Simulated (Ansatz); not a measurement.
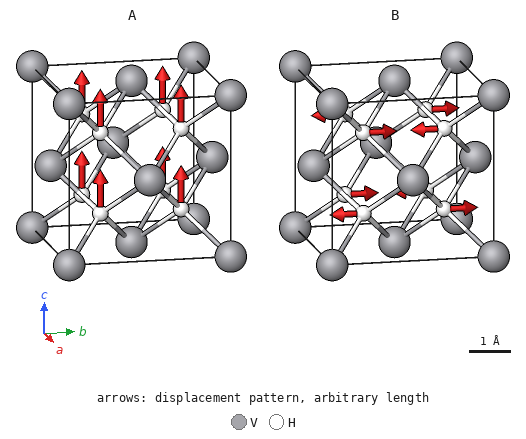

Modes of solid VH₂, space group Fm-3m (No. 225), at the zone centre (one member of each degenerate set). Displacements are drawn as red arrows; their common scale and sign are arbitrary. The picture is a ball-and-stick view of the conventional cell (4 times the calculation's cell), seen slightly off an axis. Lengths and directions refer to the drawn axes.

Level of theory: DFT LDA, scalar-relativistic, plane waves, PAW in Ansatz 0.2.0.

The frequencies depend somewhat on the k-mesh and the smearing.

Which are infrared-active and which Raman-active?

A is T₁u, infrared-active by symmetry (1230 cm⁻¹). B is T₂g, Raman-active by symmetry (1404 cm⁻¹). The crystal has a centre of inversion, so no mode is both. In a metal the free carriers screen the infrared response.
